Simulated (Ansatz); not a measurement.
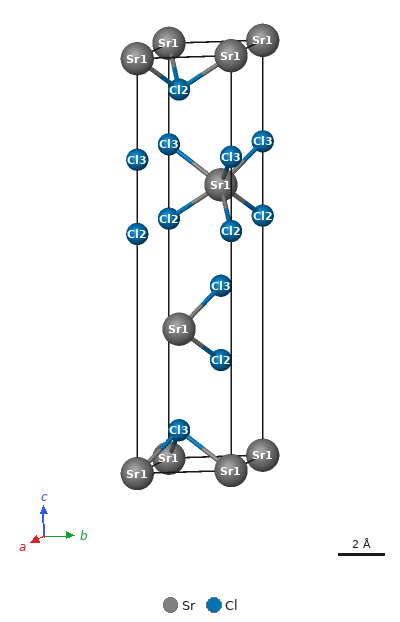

**Figure 1.** The structure as given in the input (ball-and-stick view of the cell 3 times as large as that of the calculation, set on its symmetry axes, seen slightly off an axis; atoms are numbered from 1 in the order of the input). An atom can appear more than once, as a periodic image. Near neighbours in the periodic cell (some may lie outside the picture): Sr has 6 Cl at 2.92 Å; Cl has 3 Sr at 2.92 Å.

## SrCl2: single-point calculation

SrCl2 (R3m, 3 atoms in the cell), computed with DFT, r2SCAN0, plane waves, PAW (Ansatz 0.2.0).

The structure was built on a prototype by a generator. The run did not end well. The geometry comes from this level: r2scan-rvv10. Figures and captions count atoms from 1; the log counts them from 0 in places.

### The input
```yaml
crystal:
  lattice:
    - [2.0857427849, 1.2042041583, 6.1350435873]
    - [-2.0857427849, 1.2042041583, 6.1350435873]
    - [0.0, -2.4084083167, 6.1350435873]
  atoms:
    - { symbol: Sr, position: [0.000201397, 0.000201397, 0.000201397] }
    - { symbol: Cl, position: [0.4227726941, 0.4227726941, 0.4227726941] }
    - { symbol: Cl, position: [0.2436925755, 0.2436925755, 0.2436925755] }
kpoints:
  mp_grid: { grid: [6, 6, 6] }
  band_path:
    path:
      - [0.0, 0.0, 0.0]
      - [-0.5, -0.5, -0.5]
      - [-0.5, -0.1923513184, -0.8076486816]
      - [-0.1923513184, 0.1923513184, -0.5]
      - [0.0, 0.0, -0.5]
      - [0.0, 0.3461756592, -0.3461756592]
      - [-0.3461756592, 0.0, -0.6538243408]
      - [-0.5, 0.0, -0.5]
    npoints: 1
hamiltonian:
  xc: r2scan0
scf:
  occupations: { method: fixed }
  n_extra_bands: 4
output:
  forces: true
  stress: true
  eigenvalues: true
  write_density: true
  write_potential: true
  elf: true
  volumetric_format: npy
```

Run on 2 threads of Arm Neoverse V1, 24 GiB of memory available, shared host.

Launched with:
```bash
ansatz run input.yaml --threads 2 --pin off --max-ram 2211MiB --backend cpu --events-out ev --progress --plain --runs-dir out
```

### The program's output
```
Warning: output.stress: scf.convergence.dr2_threshold = 1e-7 eV (the SCF's general default) is looser than the 3e-10 eV advised for a printed stress (1e-10 eV for each atom of the cell: 3). What an SCF threshold leaves in a stress goes as its square root, and in the free energy as the threshold itself, and one threshold admits the most on a small cell: of the crystals measured, under no hybrid functional and no lock of the moments, on runs that ended without the residual-converged pass, on stresses that held no estimate of that error, the worst erred by over 100 MPa in a component at 1e-7 eV an atom and by under 5 at 1e-10. Set scf.convergence.dr2_threshold to 3e-10 eV or tighter. The threshold is an SCF's pass mark: one that does not reach it within its budget of iterations ends unconverged, or closes short of it on a stop that the run arms, and scf.convergence.dr2_threshold's page says what that costs each kind of run
Warning: output.stress: scf.exx.energy_threshold = 1e-6 eV is looser than the 3e-8 eV advised for a stress under a hybrid functional (1e-8 eV for each atom of the cell: 3). Every SCF of the exchange loop can meet its threshold on dr2 while the loop round them stops early: no threshold on dr2 bounds what that leaves in the stress. Set scf.exx.energy_threshold to 3e-8 eV or tighter. The threshold is the loop's pass mark: a loop that does not reach it within its budget of cycles ends unconverged, and scf.exx.energy_threshold's page has the law
basis.fft_grid_basis auto: the FFT boxes are laid along the combinations [[1, -1, 0], [0, 1, 0], [0, -1, 1]] of the cell's own vectors, 4.171, 6.591 and 4.171 Å long. The dense box has 32×50×32 points. Along the cell's own vectors, as sized, it would have 50×50×50, 2.44 times as many. Of the 6 symmetry operations that the crystal satisfies within crystal.symmetry.tolerance (time reversal apart; of a slab, those that keep its plane) the dense box along the cell's own vectors carries 6, and the one as laid loses 4 of those. basis.fft_grid_basis: typed keeps the cell's own vectors: state it where this run's energies or levels are differenced outside the engine with another run's, or held beside a run that keeps those vectors. Those combinations have planes normal to reciprocal vector 3, as the cell's own vectors have. Each planar average written beside output.write_density, output.write_potential has a row for each plane of the box: 32. The volumetric files lie along those combinations, not along the cell's own vectors: a cube or XSF file states them, and fields.json those of NumPy files.
scf.n_extra_bands = 4 over 12 filled bands (N_el = 24.0): the run solves 16 bands
Engine: ansatz 0.2.0, aarch64-unknown-linux-gnu
Pseudopotentials: kind: paw
Pseudopotential: Sr, paw, valence charge 10, recommended cutoff 500 eV (meta_gga), Sr.paw.azcp
Pseudopotential: Cl, paw, valence charge 7, recommended cutoff 500 eV (meta_gga), Cl.paw.azcp
Functional definition: r2SCAN0
  parameter a = 0.25
  parameter k0 = 0.174
  parameter k1 = 0.065
  parameter a1 = 4.9479
  exchange = (1 - a)*r2scan_x(k0 = k0, k1 = k1, a1 = a1) + a*exact_x
  correlation = r2scan_c
davidson cushion auto → on  (no smearing: the cushion is to keep the highest requested band from converging to the state above it; pin scf.eigensolver.cushion to override)
Crystal: 3 atoms, lattice volume = 92.455 Å³
Basis set: ecut = 500 eV, 2339 PW (Γ), FFT grids on a1−a2, a2, −a2+a3, exchange–correlation on 128×200×128 points (64 copies of the dense FFT grid, shifted against one another)
Bands: 16, of which v1, the nominal top of the filled ones, is band 12 counted from 1 (11 counted from 0)
Symmetry: 6 space group operations
Space group: R3m (ITA 160), of the structure as read, at distance tolerance 4.5e-5 Å
k-points: 32 of 216 (time reversal used)
Non-local potential: Sr, projectors of the file, l = 0: 3, l = 1: 2, l = 2: 2
Non-local potential: Cl, projectors of the file, l = 0: 2, l = 1: 2, l = 2: 2
PAW form: soft (Blöchl's): semilocal exchange-correlation on the pseudo side does not see the compensation charge
PAW frozen core: Sr, regenerated for the run's functional, and the local potential with it (the file was generated under x = pbe(κ = 0.804, μ = 0.2195149727645171), c = pbe(β = 0.06672455060314922))
PAW frozen core: Cl, regenerated for the run's functional, and the local potential with it (the file was generated under x = pbe(κ = 0.804, μ = 0.2195149727645171), c = pbe(β = 0.06672455060314922))
PAW one-centre angular grid: Sr, 302 points (default); XC on 160 Gauss nodes
PAW one-centre angular grid: Cl, 302 points (default); XC on 160 Gauss nodes
Initial density: superposition of atomic densities (neutral atoms: chi_scale 0, normalization atom), corrected by the library's trained network
Initial wavefunctions: pseudopotential atomic-orbital guess
Functional: x = r2scan, c = r2scan; τ floored in thin density (d = 2e-4 eV/Å³), warm-up for x = 0.75 r2scan + 0.25 exact, c = r2scan; τ floored in thin density (d = 2e-4 eV/Å³)
SCF iter   1: F=—  HF=-5729.938442 eV  |F-HF|=—  |Δ(HF+E_count)|=         —  Δρ=4.08e-3  dr2=1.01e-2  dr2_τ=1.14e-2  ethr=1.77e-3  ⟨swp⟩=9.4  Hψ=2802  notcnv=0
preconditioner: auto → none  [insulator: Δε(μ)=4.932 eV  Ē_g=14.615 eV  n_scr=16 (ndim 8)  ℏωp=18.1 eV  f_vac=0.079]
SCF iter   2: F=-5729.994445 eV  HF=-5729.994370 eV  |F-HF|=7.52e-5  |Δ(HF+E_count)|=   5.59e-2  Δρ=1.98e-3  dr2=1.74e-3  dr2_τ=2.11e-4  ethr=4.20e-5  ⟨swp⟩=4.4  Hψ=1805  notcnv=0  defer=2
SCF 1 stopped early in 2 iterations: F = -5729.994445 eV  dr2 = 1.74e-3
  greatest PAW one-centre occupation: 0.988 electrons in one spin orbital (limit 2), on the Sr atom at site 0 (counted from 0), in its partial waves of l = 0
Initial density: handed on by an earlier stage of this run
Initial wavefunctions: those handed on with the density
Functional: x = 0.75 r2scan + 0.25 exact, c = r2scan; τ floored in thin density (d = 2e-4 eV/Å³)
Frozen-core exchange: fock
SCF iter   1: F=—  HF=-5729.487570 eV  |F-HF|=—  |Δ(HF+E_count)|=         —  Δρ=3.36e-3  dr2=9.54e-3  dr2_τ=1.26e-4  ethr=7.27e-5  ⟨swp⟩=6.1  Hψ=2060  notcnv=0
preconditioner: auto → none  [insulator: Δε(μ)=6.597 eV  Ē_g=16.964 eV  n_scr=16 (ndim 8)  ℏωp=18.1 eV  f_vac=0.079]
SCF iter   2: F=—  HF=-5729.484658 eV  |F-HF|=—  |Δ(HF+E_count)|=   2.91e-3  Δρ=1.66e-3  dr2=1.47e-3  dr2_τ=1.80e-4  ethr=3.61e-5  ⟨swp⟩=3.5  Hψ=1301  notcnv=0
SCF iter   3: F=—  HF=-5729.487074 eV  |F-HF|=—  |Δ(HF+E_count)|=   2.42e-3  Δρ=5.57e-4  dr2=3.17e-4  dr2_τ=2.21e-5  ethr=5.16e-6  ⟨swp⟩=4.0  Hψ=1458  notcnv=0
iter 4 solved again at ethr=2.24e-8 eV; its pass at ethr=1.25e-6 eV (dr2=5.38e-6 eV) is discarded
SCF iter   4: F=—  HF=-5729.486994 eV  |F-HF|=—  |Δ(HF+E_count)|=   8.02e-5  Δρ=1.03e-4  dr2=1.10e-5  dr2_τ=5.41e-7  ethr=2.24e-8  ⟨swp⟩=3.3  Hψ=2775  notcnv=0
SCF iter   5: F=—  HF=-5729.487045 eV  |F-HF|=—  |Δ(HF+E_count)|=   5.16e-5  Δρ=6.46e-5  dr2=6.14e-6  dr2_τ=5.11e-7  ethr=2.24e-8  ⟨swp⟩=4.9  Hψ=1808  notcnv=0
SCF iter   6: F=-5729.487043 eV  HF=-5729.487044 eV  |F-HF|=1.65e-7  |Δ(HF+E_count)|=   1.96e-6  Δρ=1.16e-5  dr2=3.87e-7  dr2_τ=2.87e-8  ethr=2.24e-8  ⟨swp⟩=3.1  Hψ=1473  notcnv=0
SCF 2 stopped early in 6 iterations: F = -5729.487043 eV  dr2 = 3.87e-7
  Residual-converged pass: ⟨swp⟩=4.0  Hψ=1644  notcnv=0  max |occ|·‖R‖ = 6.5e-6 eV (tolerance 6.7e-6 eV)  dr2=3.93e-7  dr2_τ=3.04e-8  dr2_onsite=5.45e-9  max |Δocc| = 0.0e0
```

### Outcome

- outcome: stopped at the time limit
- space group (tolerance 0.01 Å): R3m (160)
- wall time: 11 min (CPU time 20 min)
- peak memory: 1.8 GiB

### Diagnosis

The run was cut off by its time limit, so the output is incomplete. Warnings of the run: the exchange loop's threshold is looser than advised for the stress; the SCF threshold is looser than advised for the printed stress.
